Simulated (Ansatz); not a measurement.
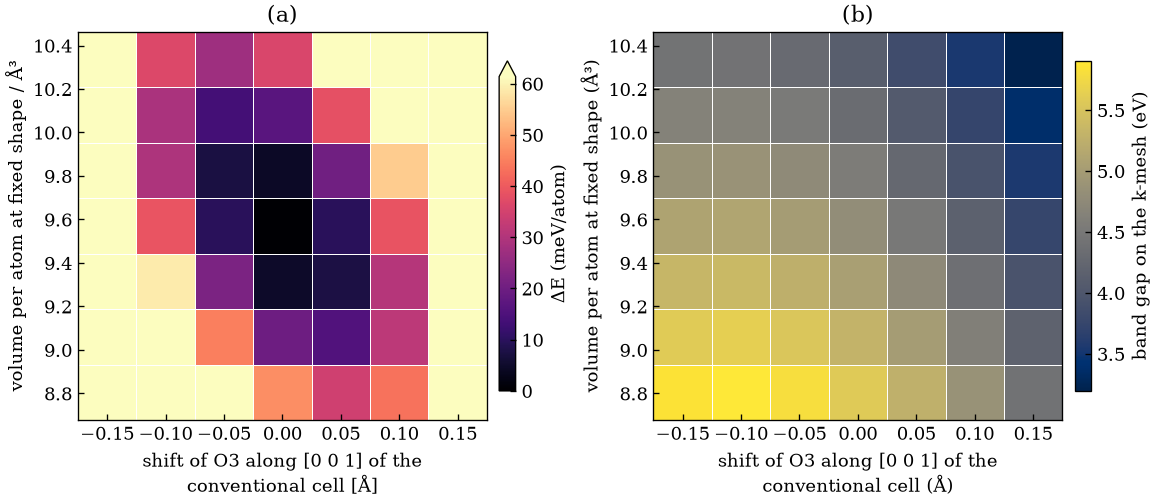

Al₂O₃ (P-6m2, No. 187; 5 atoms in the cell). The energy is mapped over a free internal coordinate and the cell. First axis: shift of O3 along [0 0 1] of the conventional cell, Cartesian (0 0 1), its symmetry partners moved as symmetry demands (measured in the relaxed cell). Second axis: volume per atom at fixed shape. Nothing is relaxed (all other coordinates fixed). The scan uses a 7 × 7 grid. Points are written as (first, second). Energies are in meV/atom, from the lowest grid point. These are results of Ansatz 0.2.0, DFT LDA+D3(BJ), scalar-relativistic, plane waves, PAW, not measurements. Settings: cutoff 520 eV, k-mesh 9×9×4 in the order of the run's cell vectors, gaussian smearing 0.05 eV, no spin polarisation.

Panel (a) is the energy and panel (b) the computed band gap on the k-mesh on the same grid.

In the figure: one coloured cell a grid point, one colour for all values above the top of the scale.

> How does the band gap on the k-mesh vary over the map, and what is it at the lowest grid point?

It runs from 3.20 eV at (0.15 Å, 10.336 Å³) to 5.90 eV at (−0.10 Å, 8.805 Å³). At the lowest grid point, (0.00 Å, 9.570 Å³), it is 4.79 eV.

PAW datasets: the set soft_1.
